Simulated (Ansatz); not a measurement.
# Hf/AlN/Zr: conductance against the thickness of the layer, part 3 of 6

Wanted: T(E), the conductance and its decay constant for Hf/AlN/Zr. The lower electrode is Hf hcp(0001), the upper one Zr hcp(0001); the barrier is AlN zinc blende(111) (whole bilayers). In the first transport cell, after relaxation, the nearest pair of electrode and barrier is Hf–N at 2.10 Å, along the normal, at the lower face and Zr–Al at 3.28 Å, at a slant, at the upper one. All share a net of side 3.2 Å, which strains the lower electrode by +0.0 %, the upper one by -0.9 % and the barrier by +2.9 %, against typed lattice constants near PBE's. The first steps treat the bulk electrodes alone.

Ansatz 0.2.0; PBE DFT, plane waves, PAW files (the session's first sound run).

So far. Step 4 (Relaxing the interfaces): The largest force component on a free atom ends at 0.016 eV/Å. At one or more of this run's solves the program warned of density in the dipole ramp over its bound, where dipole, forces and levels can be off.

## 5. T(E) of the junction

This step: PBE DFT, plane waves, PAW files; ballistic transmission by layer matching between semi-infinite leads (Ansatz 0.2.0).

System of this step: Hf/AlN/Zr. The cell holds 28 atoms: 11 Hf, 3 N, 3 Al and 11 Zr. Cell: a = 3.200 Å, b = 3.200 Å, c = 75.984 Å, α = 90.0°, β = 90.0°, γ = 120.0°. Regions: left electrode, 11 atoms (11 Hf); barrier, 6 atoms (3 N and 3 Al); right electrode, 11 atoms (11 Zr). Vacuum lies along c.

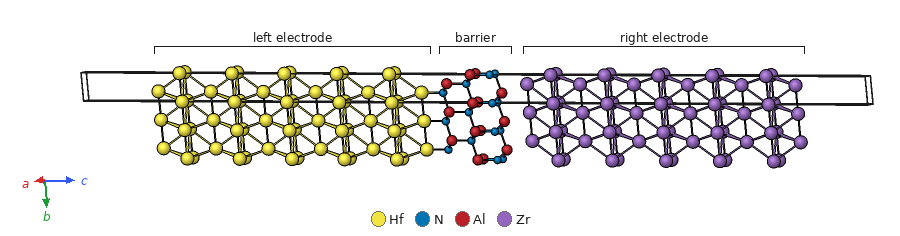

The cell of this step (hafnium yellow, nitrogen blue, aluminium red, zirconium purple). 1×3×1 cells are drawn. Some periodic images of atoms are drawn too.

The relaxed core is set between ideal electrode layers (this cell holds 6 atomic planes between the electrodes; where that differs from the relaxed slab, whole periods were copied in or cut out without a new relaxation), which the solver continues as semi-infinite leads. A wide energy window on a coarse mesh (12×12) shows where the Fermi level lies against the barrier's bands; the projected density of states shows how far the metals' states reach in.

Contents of input.yaml:

```yaml
crystal:
  lattice:
    - [3.2, 0.0, 0.0]
    - [-1.6, 2.7712812921, 0.0]
    - [0.0, 0.0, 75.9840169471]
  atoms:
    - { symbol: Hf, position: [0.33333333, 0.66666667, 0.0921246373] }
    - { symbol: Hf, position: [0.0, 0.0, 0.1255433705] }
    - { symbol: Hf, position: [0.33333333, 0.66666667, 0.1589621037] }
    - { symbol: Hf, position: [0.0, 0.0, 0.1923808368] }
    - { symbol: Hf, position: [0.33333333, 0.66666667, 0.22579957] }
    - { symbol: Hf, position: [0.0, 0.0, 0.2592183032] }
    - { symbol: Hf, position: [0.33333333, 0.66666667, 0.2926370364] }
    - { symbol: Hf, position: [0.0, 0.0, 0.3260557696] }
    - { symbol: Hf, position: [0.33333333, 0.66666667, 0.3594745028] }
    - { symbol: Hf, position: [0.0, 0.0, 0.392893236] }
    - { symbol: Hf, position: [0.33333333, 0.66666667, 0.4275942784] }
    - { symbol: "N", position: [0.33333333, 0.66666667, 0.4551911049] }
    - { symbol: Al, position: [0.66666667, 0.33333333, 0.4629250804] }
    - { symbol: "N", position: [0.66666667, 0.33333333, 0.4879618062] }
    - { symbol: Al, position: [0.0, 0.0, 0.4961294796] }
    - { symbol: "N", position: [0.0, 0.0, 0.5211625479] }
    - { symbol: Al, position: [0.33333333, 0.66666667, 0.5299578843] }
    - { symbol: Zr, position: [0.66666667, 0.33333333, 0.5656734511] }
    - { symbol: Zr, position: [0.0, 0.0, 0.5988348609] }
    - { symbol: Zr, position: [0.66666667, 0.33333333, 0.6331726945] }
    - { symbol: Zr, position: [0.0, 0.0, 0.667510528] }
    - { symbol: Zr, position: [0.66666667, 0.33333333, 0.7018483615] }
    - { symbol: Zr, position: [0.0, 0.0, 0.7361861951] }
    - { symbol: Zr, position: [0.66666667, 0.33333333, 0.7705240286] }
    - { symbol: Zr, position: [0.0, 0.0, 0.8048618621] }
    - { symbol: Zr, position: [0.66666667, 0.33333333, 0.8391996957] }
    - { symbol: Zr, position: [0.0, 0.0, 0.8735375292] }
    - { symbol: Zr, position: [0.66666667, 0.33333333, 0.9078753627] }
kpoints:
  mp_grid: { grid: [12, 12, 1] }
scf:
  occupations: { method: fermi_dirac, width: 0.1 }
  max_iter: 150
hamiltonian:
  xc: pbe
output:
  transmission:
    kmesh: [12, 12]
    e_range: [-2, 3]
    de: 0.1
    leads: [[4, 6], [22, 24]]
  dos: { projected: true, e_range: [-6, 5], de: 0.05 }
  write_potential: true
  write_density: true
  volumetric_format: npy
  elf: true
```

On the command line:

```
ansatz run input.yaml --threads 4 --pin off --max-ram 10240MiB --backend cpu --events-out ev --progress --plain --runs-dir out
```

Numbers of over 12 decimals in the logs are rounded to 6 here.

Output:

```text
[...]
Crystal: 28 atoms, lattice volume = 673.834 Å³
Basis set: ecut = 420 eV, 13333 PW (Γ)
Bands: 266, of which v1, the nominal top of the filled ones, is band 221 counted from 1 (220 counted from 0)
Symmetry: 6 space group operations
[...]
k-points: 19 of 144 (time reversal used)
[...]
SCF iter   1: F=—  HF=-221727.450979 eV  |F-HF|=—  |Δ(HF+E_count)|=         —  Δρ=1.03e-2  dr2=2.97e2  ethr=1.77e-3  ⟨swp⟩=5.8  Hψ=18112  notcnv=0  defer=13
[...]
SCF iter  11: F=-221726.952925 eV  HF=-221726.952925 eV  |F-HF|=1.34e-8  |Δ(HF+E_count)|=   4.25e-9  Δρ=5.71e-7  dr2=1.72e-8  ethr=2.26e-11  ⟨swp⟩=3.1  Hψ=10101  notcnv=0
SCF 1 converged in 11 iterations: F = -221726.952925 eV  dr2 = 1.72e-8
[...]
transmission: 135 of 1349 steps passed
transmission: 270 of 1349 steps passed
[...]
transmission: 1349 of 1349 steps passed
WARN: The output density's exchange-correlation potential varies sharply where the density is thin. Do not read a vacuum level from v_tot or v_xc, or from such a field of the output density. On a cell that repeats whose density bears no net charge and no dipole along the vacuum's axis use v_es (v_loc + v_h of the components); under efield.dipole_correction with no amplitude use v_es + v_field, which holds any externa [...]
SCF converged after 11 iterations
Free energy (F): -221726.952925 eV
[...]
Internal energy: -221726.130821 eV  (E = F + TS)
E sigma→0 (E₀):  -221726.541873 eV
Entropy (-TS):   -0.822104 eV (-29.361 meV/atom)
Fermi energy:    12.805603 eV
[...]
--- Band table (eV; the first three rows and the last of 19) ---
  k-point 0: bands = [... 217 lower, 13.6133, 13.6133, 13.6203, 13.6203, 13.6686, 13.6686, 13.6824, 13.6843, ... 41 higher]
  k-point 1: bands = [... 217 lower, 13.3587, 13.4040, 13.4322, 13.4920, 13.5047, 13.5298, 13.5482, 13.5737, ... 41 higher]
  k-point 2: bands = [... 217 lower, 12.8775, 12.9056, 12.9863, 13.0413, 13.1062, 13.1158, 13.1765, 13.1800, ... 41 higher]
  k-point 18: bands = [... 217 lower, 11.9321, 12.0911, 12.3725, 12.6251, 12.6713, 12.6750, 12.7775, 12.8207, ... 41 higher]
--- Transmission ---
  basis      : 85 plane waves across, 71 finite elements along
  points     : 19, standing for a mesh of 12 x 12
  energies   : 51 from -2.000000 to 3.000000 eV about the Fermi level, 0.100000 eV apart; the leads are filled to 0.000000 eV, and channels, transmission and decay are at 0.000000 eV
  crystal 0  : Hf2, at the sites [4, 6], period 5.0786 Å, over 25.39 Å; its Hamiltonian steps by up to 87.0 meV: too much for a lead, lay more layers or, if its atoms are ordered, name the step of that order
    offset         : up to 0.0000 Å between an atom of the period and one for which it stands
    channels       : 7.083333e-1 a spin
    conductance    : none, the energies end too early or step too widely for 300 K: set another output.transmission.e_range or a lower de, or, where they end at an eighth of basis.ecutwfc, a higher one
    slowest decay  : 0.1010 /Å at (0.1667, 0.0833)
  crystal 1  : Zr2, at the sites [22, 24], period 5.2183 Å, over 26.09 Å; its Hamiltonian steps by up to 20.1 meV
[...]
channels       : 5.972222e-1 a spin
[...]
slowest decay  : 0.0335 /Å at (0.3333, 0.1667)
  junction   : crystal 0 to crystal 1, 19.12 to 52.72 Å
    transmission   : 9.513216e-4 a spin
[...]
```

Run time: 7.6 min. Hardware: 4 threads of Arm Neoverse V1, shared host; peak memory 5.7 GiB.

In the SCF lines HF is the Harris–Foulkes energy and dr2 the Hartree energy of the density residual, in eV; the loop may stop once dr2 is under the threshold and the program's other checks hold. Hψ counts applications of the Hamiltonian.

Numbers from this step:

* free energy: -221726.9529 eV
* Fermi energy: 12.81 eV
* level to which the leads are filled: 0 eV from the Fermi level
* transmission at the Fermi level (a spin, zone mean): 9.51e-4
* channels of the lower lead: 0.7083
* channels of the upper lead: 0.5972
* potential step in the lower lead: 87 meV
* potential step in the upper lead: 20.1 meV

One spin. Transmission, zone mean against energy, zero at the Fermi level:

| energy (eV) | transmission, zone mean |
| --- | --- |
| -2.00 | 9.0e-4 |
| -1.60 | 0.00457 |
| -1.20 | 0.0192 |
| -0.80 | 0.00534 |
| -0.50 | 0.00242 |
| -0.10 | 0.00138 |
| 0.00 | 9.5e-4 |
| 0.30 | 0.00203 |
| 0.60 | 0.0692 |
| 0.70 | 0.0165 |
| 0.90 | 0.0530 |
| 1.10 | 0.0743 |
| 1.40 | 0.0499 |
| 1.50 | 0.0326 |
| 1.80 | 0.00131 |
| 2.20 | 8.0e-4 |
| 2.60 | 0.0321 |
| 3.00 | 0.00562 |

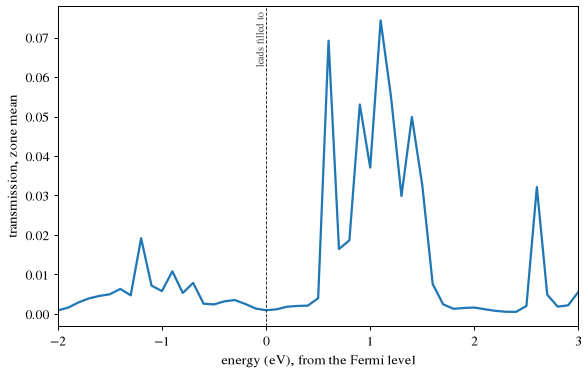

Transmission, zone mean against energy.

One spin. Table of open channels, zone mean by energy, zero at the Fermi level:

| energy (eV) | lower lead | upper lead |
| --- | --- | --- |
| -2.0000 | 0.535 | 0.785 |
| -1.8000 | 0.451 | 0.743 |
| -1.5000 | 0.785 | 0.743 |
| -1.3000 | 1.02 | 0.812 |
| -1.0000 | 1.48 | 1.15 |
| -0.8000 | 1.40 | 1.27 |
| -0.5000 | 0.333 | 1.10 |
| -0.3000 | 0.458 | 0.562 |
| 0.0000 | 0.708 | 0.597 |
| 0.2000 | 0.958 | 1.33 |
| 0.5000 | 1.22 | 1.06 |
| 0.7000 | 1.47 | 1.18 |
| 1.0000 | 1.33 | 1.06 |
| 1.2000 | 1.02 | 1.14 |
| 1.5000 | 1.14 | 1.28 |
| 1.7000 | 1.24 | 1.19 |
| 2.0000 | 0.979 | 1.12 |
| 2.2000 | 1.03 | 0.993 |
| 2.5000 | 1.03 | 1.13 |
| 2.7000 | 1.09 | 1.17 |
| 3.0000 | 1.09 | 1.09 |

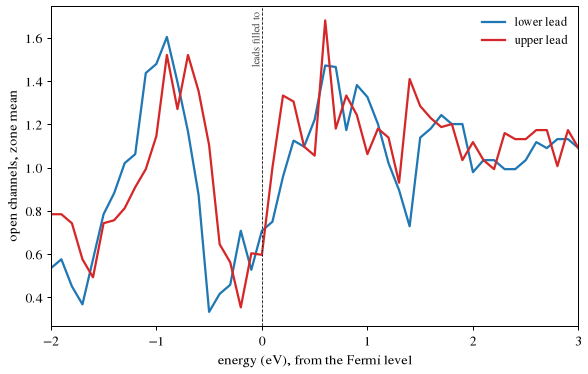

Open channels, zone mean against energy.

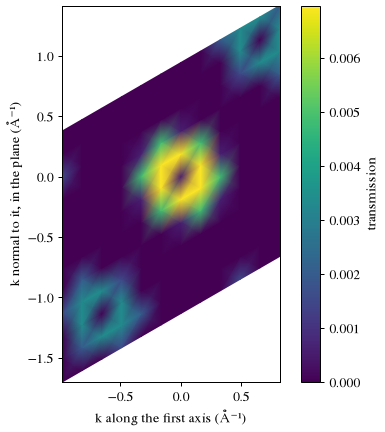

Transmission over k1 and k2. At 0.0000 eV from the Fermi level.

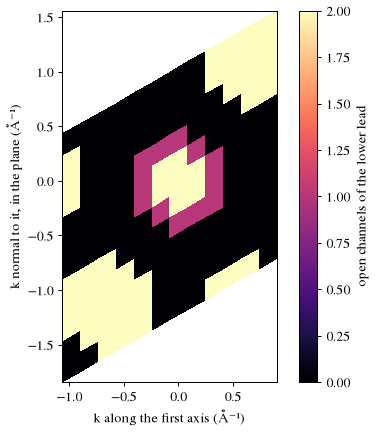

Open channels of the lower lead over k1 and k2. At 0.0000 eV from the Fermi level.

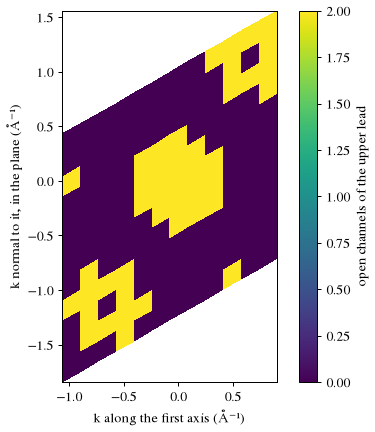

Open channels of the upper lead over k1 and k2. At 0.0000 eV from the Fermi level.

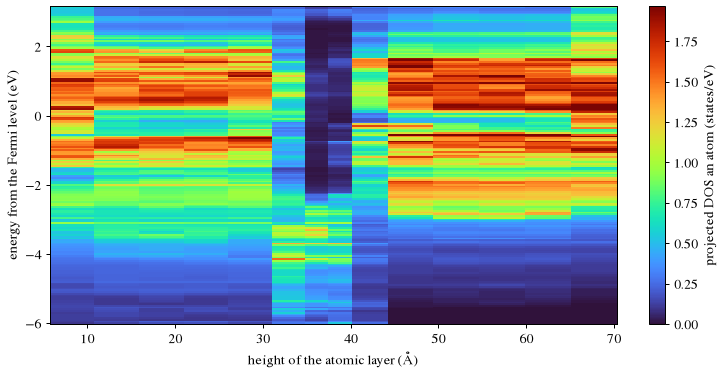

Projected DOS an atom over height of the atomic layer and energy from the Fermi level. Layers: Hf Hf Hf Hf Hf Hf Hf Hf Hf Hf Hf N Al N Al N Al Zr Zr Zr Zr Zr Zr Zr Zr Zr Zr Zr; projections on atoms miss part of the total, and the computed bands can run out at the top of the range; a column is the mean of 2 neighbouring layers, the last of those left over.

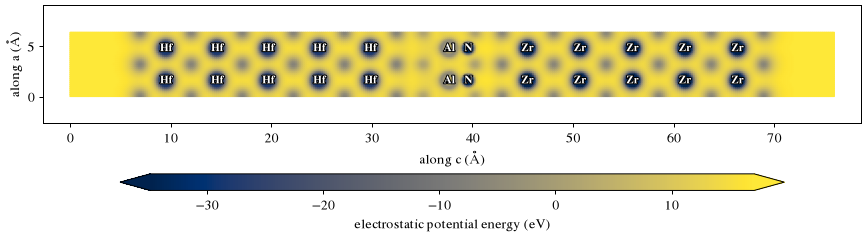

Electrostatic potential energy in the ca plane at fractional y = 0.000, with atoms of Hf and Al and N and Zr within 0.2 Å of it. With pseudopotentials it is smooth inside the atoms' cores, unlike the true potential. The map starts off the cell's origin, so that atoms lie inside it.

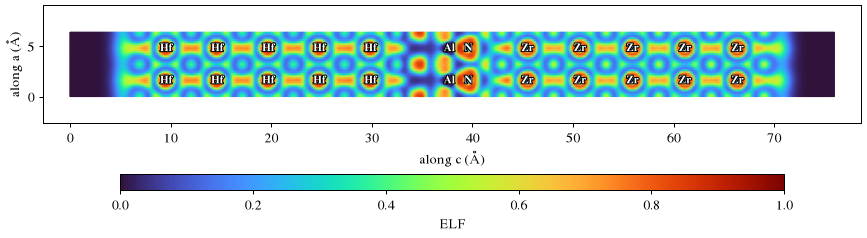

ELF in the ca plane at fractional y = 0.000, with atoms of Hf and Al and N and Zr within 0.2 Å of it. It is the smooth field of the valence electrons, not physical close to the nuclei. The map starts off the cell's origin, so that atoms lie inside it.

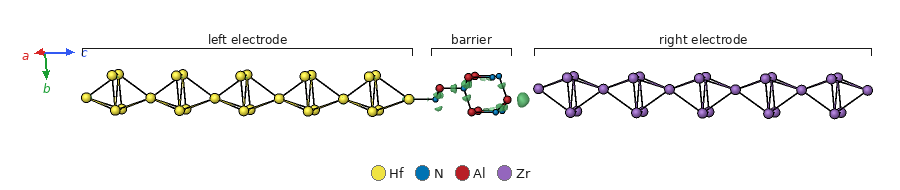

Surface of ELF = 0.85.

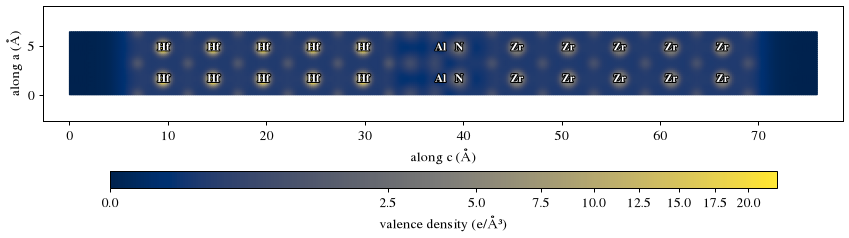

Valence density in the ca plane at fractional y = 0.000, with atoms of Hf and Al and N and Zr within 0.2 Å of it. It is the smooth field of the valence electrons, not physical close to the nuclei. The map starts off the cell's origin, so that atoms lie inside it. The colour scale is stretched toward low values.

At the Fermi level the transmission is 9.5e-4, as a zone mean for one spin on this coarse mesh. At the Fermi level the layers of this cell's barrier hold from 0.0081 to 0.11 states an eV and atom. In the worse lead the potential repeats within 87 meV, which the program flags as too much for a lead, so G carries that doubt.

(Part 3 of 6 ends here.)

[Logs are printed without paths, hosts, clocks, repeated set-up lines and the standing remarks that a program may print on its own settings, such as how far it seeks lower states.]

[Hosts, paths, dates, database ids (printed as entryN), source tags and the programs' standing remarks are cut or masked in the printed files.]
